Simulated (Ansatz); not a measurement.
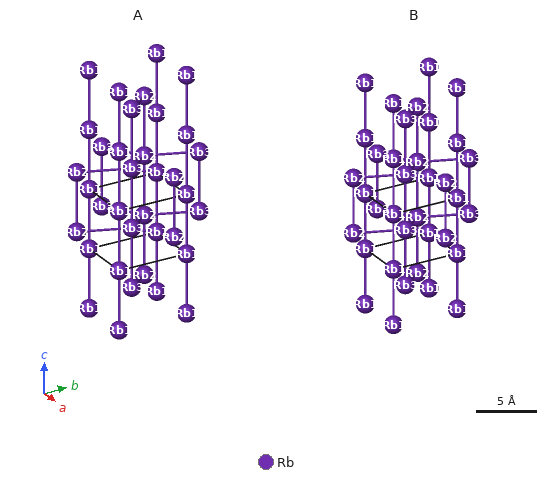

Two geometries of solid Rb (built on the omega_191 type), drawn at one scale. One is the start of a relaxation, the other its converged end. Style: ball-and-stick. Shown: the cell of the calculation, repeated 1 × 1 × 2 with one cell outlined, slightly off an axis.

The calculation used DFT PBEsol, scalar-relativistic, plane waves, PAW in Ansatz 0.2.0. Settings: plane-wave cutoff 420 eV; k-point mesh 6 × 6 × 10; occupations gaussian; smearing width 0.1 eV; no spin polarisation; cell and atoms relaxed; force threshold 0.01 eV/Å; at most 80 steps.

Q: Which geometry has the lower energy?

A: Structure B is the relaxed one. Case: omega type (P6/mmm, No. 191). No atom moves by more than 0.005 Å relative to the cell. The volume changes by −17.1 %, with a = b 8.400 → 7.936 Å (−5.5 %), c 5.149 → 4.783 Å (−7.1 %). Some distances before and after: Rb1–Rb1 5.149 → 4.783 Å, Rb2–Rb3 4.850 → 4.582 Å. The space group stays P6/mmm (No. 191). Over 4 accepted moves (5 points after the start) the energy falls by 24.8 meV per atom. All forces vanish by symmetry, so only the cell relaxes. Pressure: −0.38 GPa at the start and 0.00 GPa at the end. The SCF was repeated once at an unchanged geometry on a basis and grid sized afresh for the cell, which shifted the energy by less than 0.05 meV per atom at most. The run took of the order of 60 core-seconds on a shared host.
